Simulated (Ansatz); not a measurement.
**SiC: geometry relaxation (part 2 of 2)**

Continued. System: SiC (slab, 8 atoms in the cell). Method: DFT PBEsol, scalar-relativistic, plane waves, PAW, no spin polarisation (Ansatz 0.2.0); cutoff 420 eV, 9×9×1 k-mesh, Gaussian smearing of 0.05 eV. The structure derives from an entry of the Crystallography Open Database. The input holds or restrains some coordinates. Forces given for the steps count only the free coordinates. It belongs to a series of runs on one base structure; here: clean slab, lower half held.

Geometry of the input (Å; fractional positions):
```
3.0806  0.0000  0.0000
0.0000  3.0806  0.0000
0.0000  0.0000  24.6241
C  0.0000  0.5000  0.3452
Si 0.5000  0.5000  0.3894
C  0.5000  0.0000  0.4337
Si 0.0000  0.0000  0.4779
C  0.0000  0.5000  0.5221
Si 0.5000  0.5000  0.5663
C  0.5000  0.0000  0.6106
Si 0.0000  0.0000  0.6548
```

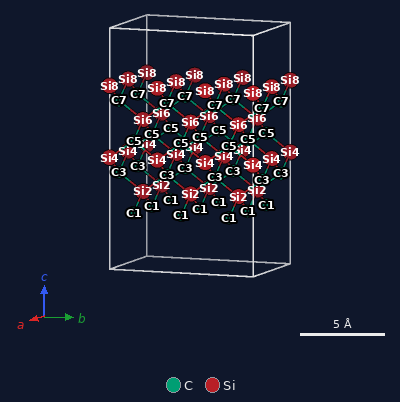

Figure 1. The geometry at step 1 of the log (ball-and-stick view of the 2 × 3 repeat of the cell, with the vacuum cut short, seen slightly off an axis; atoms are numbered from 1 in the order of the input).

## The program's output, continued
```
relax step   2: F+E_penalty+E_count = -3468.42773517 eV  Δ(F+E_penalty+E_count) = -2.524e-3 eV  max|allowed force component| = 1.621e-1 eV/Å  Δτ_max = 0.0101 Å  (6 SCF iters, dr2 threshold 6.13e-6 eV, accepted)
SCF iter   1: F=—  HF=-3468.428606 eV  |F-HF|=—  |Δ(HF+E_count)|=         —  Δρ=3.39e-4  dr2=7.16e-4  ethr=9.60e-6  p=0.086 e·Å  D=6.64e-2 V/Å  ΔV_dip=-1.64 eV  dr2_dipole=9.51e-8  V_vac-E_F(+/−)=5.69/7.33 eV  ⟨swp⟩=2.0  Hψ=1463  notcnv=0  defer=59
efield: sawtooth ramp at fractional position 0.9800 (handed on by an earlier solve), width 0.0400; the density the first Hamiltonian is built on has a dipole p = 0.086 e·Å; the dipole correction subtracts the counter field D = 6.64e-2 V/Å, which shifts the + side's vacuum level by -1.64 eV against the − side's; the planar-averaged density in the ramp window peaks in size at 1.4e-7 e/Å³
preconditioner: auto → LDOS  [metal: Δε(μ)=0.011 eV  Ē_g=10.323 eV  σ=0.050 eV  W_gap=0.13  n_scr=14 (ndim 8)  ℏωp=13.7 eV  f_vac=0.540  D(μ)=2.81/eV (n_scr^D=10)  β→1.0]
SCF iter   2: F=—  HF=-3468.428747 eV  |F-HF|=—  |Δ(HF+E_count)|=   1.41e-4  Δρ=3.30e-4  dr2=1.58e-3  ethr=2.24e-6  p=0.088 e·Å  D=6.82e-2 V/Å  ΔV_dip=-1.68 eV  dr2_dipole=3.11e-4  V_vac-E_F(+/−)=5.65/7.32 eV  ⟨swp⟩=3.0  Hψ=1430  notcnv=0  defer=61
SCF iter   3: F=—  HF=-3468.428439 eV  |F-HF|=—  |Δ(HF+E_count)|=   3.08e-4  Δρ=7.36e-5  dr2=5.37e-5  ethr=2.24e-6  p=0.086 e·Å  D=6.65e-2 V/Å  ΔV_dip=-1.64 eV  dr2_dipole=4.23e-6  V_vac-E_F(+/−)=5.69/7.32 eV  ⟨swp⟩=2.0  Hψ=818  notcnv=0  defer=61
SCF iter   4: F=—  HF=-3468.428432 eV  |F-HF|=—  |Δ(HF+E_count)|=   7.17e-6  Δρ=3.68e-5  dr2=1.08e-5  ethr=1.68e-7  p=0.086 e·Å  D=6.69e-2 V/Å  ΔV_dip=-1.65 eV  dr2_dipole=4.50e-6  V_vac-E_F(+/−)=5.68/7.32 eV  ⟨swp⟩=2.6  Hψ=932  notcnv=0  defer=61
SCF iter   5: F=—  HF=-3468.428431 eV  |F-HF|=—  |Δ(HF+E_count)|=   1.02e-6  Δρ=1.52e-5  dr2=2.80e-6  ethr=3.38e-8  p=0.086 e·Å  D=6.68e-2 V/Å  ΔV_dip=-1.65 eV  dr2_dipole=1.31e-6  V_vac-E_F(+/−)=5.68/7.32 eV  ⟨swp⟩=2.7  Hψ=815  notcnv=0  defer=61
SCF iter   6: F=-3468.428431 eV  HF=-3468.428431 eV  |F-HF|=2.49e-7  |Δ(HF+E_count)|=   1.15e-7  Δρ=8.15e-6  dr2=4.71e-7  ethr=5.13e-9  p=0.086 e·Å  D=6.68e-2 V/Å  ΔV_dip=-1.64 eV  dr2_dipole=8.25e-8  V_vac-E_F(+/−)=5.68/7.32 eV  ⟨swp⟩=19.5  Hψ=5812  notcnv=0
SCF 3 converged in 6 iterations: F = -3468.428431 eV  dr2 = 4.71e-7
relax step   3: F+E_penalty+E_count = -3468.42843064 eV  Δ(F+E_penalty+E_count) = -6.955e-4 eV  max|allowed force component| = 5.682e-3 eV/Å  Δτ_max = 0.0054 Å  (6 SCF iters, dr2 threshold 1.64e-6 eV, accepted)
iter 1 solved again at ethr=1.48e-9 eV; its pass at ethr=3.10e-3 eV (dr2=4.74e-7 eV) is discarded
SCF iter   1: F=—  HF=-3468.428451 eV  |F-HF|=—  |Δ(HF+E_count)|=         —  Δρ=8.18e-6  dr2=4.75e-7  ethr=1.48e-9  p=0.086 e·Å  D=6.68e-2 V/Å  ΔV_dip=-1.64 eV  dr2_dipole=8.44e-8  V_vac-E_F(+/−)=5.68/7.32 eV  ⟨swp⟩=1.0  Hψ=1800  notcnv=0
efield: sawtooth ramp at fractional position 0.9800 (handed on by an earlier solve), width 0.0400; the density the first Hamiltonian is built on has a dipole p = 0.086 e·Å; the dipole correction subtracts the counter field D = 6.68e-2 V/Å, which shifts the + side's vacuum level by -1.64 eV against the − side's; the planar-averaged density in the ramp window peaks in size at 1.3e-7 e/Å³
preconditioner: auto → LDOS  [metal: Δε(μ)=0.011 eV  Ē_g=10.322 eV  σ=0.050 eV  W_gap=0.12  n_scr=14 (ndim 8)  ℏωp=13.7 eV  f_vac=0.540  D(μ)=2.82/eV (n_scr^D=10)  β→1.0]
SCF iter   2: F=—  HF=-3468.428431 eV  |F-HF|=—  |Δ(HF+E_count)|=   2.00e-5  Δρ=7.39e-6  dr2=4.31e-7  ethr=1.48e-9  p=0.086 e·Å  D=6.67e-2 V/Å  ΔV_dip=-1.64 eV  dr2_dipole=3.81e-11  V_vac-E_F(+/−)=5.68/7.32 eV  ⟨swp⟩=2.0  Hψ=803  notcnv=0
SCF iter   3: F=—  HF=-3468.428431 eV  |F-HF|=—  |Δ(HF+E_count)|=   2.77e-8  Δρ=4.65e-6  dr2=1.89e-7  ethr=1.35e-9  p=0.086 e·Å  D=6.67e-2 V/Å  ΔV_dip=-1.64 eV  dr2_dipole=6.17e-8  V_vac-E_F(+/−)=5.68/7.32 eV  ⟨swp⟩=2.3  Hψ=778  notcnv=0
SCF iter   4: F=-3468.428431 eV  HF=-3468.428431 eV  |F-HF|=1.17e-9  |Δ(HF+E_count)|=   3.02e-8  Δρ=3.30e-6  dr2=7.10e-8  ethr=3.13e-10  p=0.086 e·Å  D=6.67e-2 V/Å  ΔV_dip=-1.64 eV  dr2_dipole=4.31e-9  V_vac-E_F(+/−)=5.68/7.32 eV  ⟨swp⟩=11.4  Hψ=4807  notcnv=0
SCF 4 converged in 4 iterations: F = -3468.428431 eV  dr2 = 7.10e-8
relax step   4: F+E_penalty+E_count = -3468.42843102 eV  Δ(F+E_penalty+E_count) = -3.784e-7 eV  max|allowed force component| = 5.490e-3 eV/Å  Δτ_max = 0.0000 Å  (4 SCF iters, accepted)
WARN: The output density's exchange-correlation potential varies sharply where the density is thin. Do not read a vacuum level from v_tot or v_xc, or from such a field of the output density. On a cell that repeats whose density bears no net charge and no dipole along the vacuum's axis use v_es (v_loc + v_h of the components); under efield.dipole_correction with no amplitude use v_es + v_field, which holds any external_charges[].barrier, or the levels of the report's work_function block, which leave it out; under a non-zero efield.amplitude the vacuum is tilted and has no level; on a cell that repeats and bears such a dipole with no correction it is tilted too, and efield.dipole_correction with no amplitude gives each side of its ramp a level where efield: is served; in a cell that repeats whose density bears a net charge (total_charge, or a fill off its count) it is curved and has none; of a slab under crystal.periodic whose density bears no net charge use v_es, which has a level on each side, short of where the two are joined; of another it falls or rises all the way out and has none; of a slab beside external_charges read slab_vacuum_level instead, which it has where they leave it neutral. The grid or the basis barely resolves most such structure, and the values can differ between equally converged runs; as a rule a tighter scf.convergence.dr2_threshold does not remove it. Where the density itself ripples (under the LDA too) a higher basis.ecutwfc lessens it. The files hold the spikes' plane waves up to the density's cutoff. Files: v_tot_of_output_density and the like, and their columns of v_z.tsv (output.write_potential); v_xc_of_output_density and the like, and their columns of v_comp_z.tsv (output.write_potential_components). Measured: with its Gaussian average of σ = 0.25 Å subtracted twice, the exchange-correlation potential is over 0.1 eV at 7 of the grid points where the equally averaged density (valence and model cores) is under 1e-3 e/Å³, and 0.160 eV at the most among them, at an averaged density of 4.8e-8 e/Å³. The input density's (outcome.potential() and, of a run that writes arrays, v_tot and v_xc) is over 0.1 eV, so measured, at 137 points of its own thin density, 0.161 eV at the most. See output.write_potential in the manual, Limitations
SCF converged after 4 iterations
Free energy (F): -3468.428431 eV
Harris-Foulkes:  -3468.428431 eV  (|F-HF|=1.17e-9)
Internal energy: -3468.424908 eV  (E = F + TS)
E sigma→0 (E₀):  -3468.426670 eV
Entropy (-TS):   -0.003523 eV (-0.440 meV/atom)
Fermi energy:    -0.663679 eV
Dipole field:    D = 0.066649 V/Å  (p = 0.086074 e·Å, saw-weighted, corrected)
Work function:   Φ+ = 5.6800 eV   Φ− = 7.3212 eV
Levels:          The Fermi level and band energies are counted from a zero that moves with the ramp; work functions are not
--- Per-component energies (eV) ---
  E_band       = -208.882573
  E_kinetic    = 522.558911
  E_local      = -16948.993630  (includes V_loc(G=0)·N_el)
  E_nonlocal   = 208.858351
  E_hartree    = 8234.985226
  E_xc         = -410.655373
  E_vxc        = -426.161586  (∫ρ·V_xc dr)
  E_paw        = -2375.572736  (= ΣΔE_a)
  E_vpaw       = -35.098278  (= ΣTr[D̂ρ^β])
  E_aug_tail   = 0.000050  (compensation charges beyond the density's cutoff)
  E_efield     = 0.002868  (sawtooth field / dipole correction)
  E_vefield    = 0.001069  (∫n·V_field dr)
  E_ewald      = 7300.180779
  E_core_change = 0.210645  (= ΣΔE_core)
  E_smearing   = -0.003523  (= −TS)
  E_closure    = -0.000000  (closes the sum)
  Σ components = -3468.428431   (vs F -3468.428431, Δ=0.00e0)
--- Forces (eV/Å), atoms counted from 1 ---
  atom   1  C      0.00000000     0.00000000     1.99994205
  atom   2  Si     0.00000000     0.00000000    -2.02869907
  atom   3  C      0.00000000     0.00000000     0.33124839
  atom   4  Si     0.00000000     0.00000000    -0.29913820
  atom   5  C      0.00000000     0.00000000    -0.00548964
  atom   6  Si     0.00000000     0.00000000     0.00440432
  atom   7  C      0.00000000     0.00000000    -0.00456988
  atom   8  Si     0.00000000     0.00000000     0.00229196
  max |Σ_I F_I| component: 1.01e-5 eV/Å
--- Band table (eV; the first three rows and the last of 25) ---
  k-point 0: bands = ["-16.2256", "-15.0969", "-13.4345", "-11.2132", "-8.3070", "-5.8412", "-4.0945", "-4.0868", "-3.4251", "-3.2170", "-3.1810", "-2.0940", "-1.9600", "-1.4721", "-0.9182", "-0.8391", "0.8403", "1.0778", "2.3122", "3.5110", "3.7680", "4.5286", "5.1845", "5.3761"]
  k-point 1: bands = ["-16.0670", "-14.9482", "-13.3103", "-11.1622", "-8.1976", "-6.0970", "-4.7294", "-4.4065", "-3.9799", "-3.1240", "-3.0791", "-2.7052", "-2.0458", "-1.2475", "-0.9164", "-0.8614", "0.7444", "1.3413", "2.5699", "3.8979", "4.3533", "4.7251", "4.9164", "5.4901"]
  k-point 2: bands = ["-15.5974", "-14.5144", "-12.9728", "-11.1003", "-7.9640", "-7.2092", "-6.0056", "-5.2727", "-4.0910", "-3.6501", "-2.9542", "-2.8678", "-1.9400", "-1.3803", "-0.9337", "-0.8601", "0.1380", "1.6998", "2.5065", "4.0626", "4.6604", "5.5641", "5.9984", "6.2636"]
  k-point 24: bands = ["-11.8539", "-11.5349", "-11.4322", "-9.6933", "-8.6658", "-8.3382", "-7.6814", "-7.5244", "-5.9714", "-5.6155", "-4.9698", "-4.8004", "-4.6805", "-4.0407", "-1.8476", "-1.3393", "-1.1316", "-0.4108", "1.5603", "2.4981", "3.8791", "4.2442", "4.8323", "5.3133"]
--- Relaxed structure (4 steps of the walk, 4 accepted, 0 SCFs on fresh bases) ---
  F+E_penalty+E_count = -3468.42843102 eV   max|allowed force component| = 5.490e-3 eV/Å
  atoms:
    - { symbol: C, position: [0.0, 0.5, 0.3451896319] }
    - { symbol: Si, position: [0.5, 0.5, 0.3894211656] }
    - { symbol: C, position: [0.5, 0.0, 0.43365269939999995] }
    - { symbol: Si, position: [0.0, 0.0, 0.47788423309999994] }
    - { symbol: C, position: [0.0, 0.5, 0.5223241377569973] }
    - { symbol: Si, position: [0.5, 0.5, 0.5663942704516721] }
    - { symbol: C, position: [0.5, 0.0, 0.6104065007144751] }
    - { symbol: Si, position: [0.0, 0.0, 0.6554384418533441] }
```

## Trajectory as extended XYZ (Å, eV, eV/Å), 4 frames, from step=1 to step=4
```
8
Lattice="3.0806 0.0000 0.0000 0.0000 3.0806 0.0000 0.0000 0.0000 24.6241" Properties=species:S:1:pos:R:3:forces:R:3 step=1 energy=-3468.42521
C     0.0000    1.5403    8.5000    0.0000   0.0000   2.0014
Si    1.5403    1.5403    9.5892    0.0000   0.0000  -2.0326
C     1.5403    0.0000   10.6783    0.0000   0.0000   0.3370
Si    0.0000    0.0000   11.7675    0.0000   0.0000  -0.3859
C     0.0000    1.5403   12.8567    0.0000   0.0000   0.1402
Si    1.5403    1.5403   13.9458    0.0000   0.0000  -0.0330
C     1.5403    0.0000   15.0350    0.0000   0.0000  -0.3132
Si    0.0000    0.0000   16.1241    0.0000   0.0000   0.2857
8
Lattice="3.0806 0.0000 0.0000 0.0000 3.0806 0.0000 0.0000 0.0000 24.6241" Properties=species:S:1:pos:R:3:forces:R:3 step=2 energy=-3468.42774
C     0.0000    1.5403    8.5000    0.0000   0.0000   2.0006
Si    1.5403    1.5403    9.5892    0.0000   0.0000  -2.0311
C     1.5403    0.0000   10.6783    0.0000   0.0000   0.3351
Si    0.0000    0.0000   11.7675    0.0000   0.0000  -0.3370
C     0.0000    1.5403   12.8596    0.0000   0.0000   0.0576
Si    1.5403    1.5403   13.9464    0.0000   0.0000   0.0128
C     1.5403    0.0000   15.0343    0.0000   0.0000  -0.1621
Si    0.0000    0.0000   16.1342    0.0000   0.0000   0.1241
8
Lattice="3.0806 0.0000 0.0000 0.0000 3.0806 0.0000 0.0000 0.0000 24.6241" Properties=species:S:1:pos:R:3:forces:R:3 step=3 energy=-3468.42843
C     0.0000    1.5403    8.5000    0.0000   0.0000   2.0000
Si    1.5403    1.5403    9.5892    0.0000   0.0000  -2.0286
C     1.5403    0.0000   10.6783    0.0000   0.0000   0.3312
Si    0.0000    0.0000   11.7675    0.0000   0.0000  -0.2992
C     0.0000    1.5403   12.8618    0.0000   0.0000  -0.0057
Si    1.5403    1.5403   13.9470    0.0000   0.0000   0.0044
C     1.5403    0.0000   15.0307    0.0000   0.0000  -0.0044
Si    0.0000    0.0000   16.1396    0.0000   0.0000   0.0023
8
Lattice="3.0806 0.0000 0.0000 0.0000 3.0806 0.0000 0.0000 0.0000 24.6241" Properties=species:S:1:pos:R:3:forces:R:3 step=4 energy=-3468.42843
C     0.0000    1.5403    8.5000    0.0000   0.0000   1.9999
Si    1.5403    1.5403    9.5892    0.0000   0.0000  -2.0287
C     1.5403    0.0000   10.6783    0.0000   0.0000   0.3312
Si    0.0000    0.0000   11.7675    0.0000   0.0000  -0.2991
C     0.0000    1.5403   12.8618    0.0000   0.0000  -0.0055
Si    1.5403    1.5403   13.9470    0.0000   0.0000   0.0044
C     1.5403    0.0000   15.0307    0.0000   0.0000  -0.0046
Si    0.0000    0.0000   16.1396    0.0000   0.0000   0.0023
```

## Key numbers

- outcome: converged under the restraints of the input
- electrons treated: 32
- free energy: −3468.4284 eV
- work function, top face: 5.68 eV
- work function, bottom face: 7.32 eV
- Fermi energy: −0.664 eV
- gap on the k-point mesh: none (metallic)
- final volume: 233.69 Å³
- work function (upper face): 5.68 eV
- largest force (length of the vector) at the end, held atoms and coordinates included: 2.029 eV/Å
- hardware: 2 threads of Intel Xeon (Granite Rapids), 32 GiB of memory available, shared host
- wall time: 18 s (CPU time 35 s)
- peak memory: 0.53 GiB

The program warns: the exchange-correlation potential is rough where the density is thin.
